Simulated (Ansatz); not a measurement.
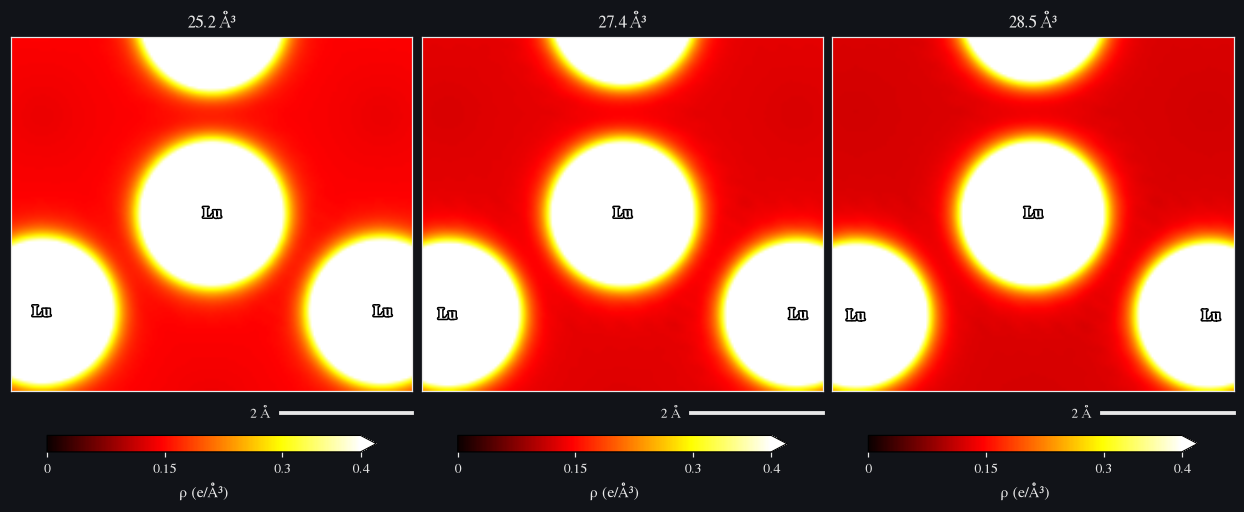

Lu. The valence pseudo-density of cells scaled evenly to different volumes (given per atom above each panel), on the (001) plane of each (indices in the axes of the cell below), at one length scale and on one colour scale.

A generated structure, not necessarily the stable one; computed without spin polarisation.

All numbers below come from DFT, PBEsol, plane waves (420 eV) with PAW, scalar-relativistic in Ansatz.

The largest cell:

```
CELL_PARAMETERS angstrom
5.39435 0.00000 0.00000
-2.69717 4.67164 0.00000
0.00000 0.00000 3.38802
ATOMIC_POSITIONS crystal
Lu 0.00000 0.00000 0.00000
Lu 0.33333 0.66667 0.50000
Lu 0.66667 0.33333 0.50000
```

| volume (Å³/atom) | Lu–Lu contact in the plane (Å) | ρ at its midpoint (e/Å³) | 
| --- | --- | --- |
| 25.18 | 2.990 | 0.165 | 
| 26.27 | 3.032 | ? | 
| 27.37 | 3.074 | 0.145 | 
| 28.46 | 3.114 | 0.138 | 

**What values belong in the row with question marks?**

Over the known rows ln ρ falls by 1.46 per Å of Lu–Lu distance (a least-squares line), which gives 0.155 e/Å³ at 3.032 Å; the calculation gives 0.154 e/Å³.
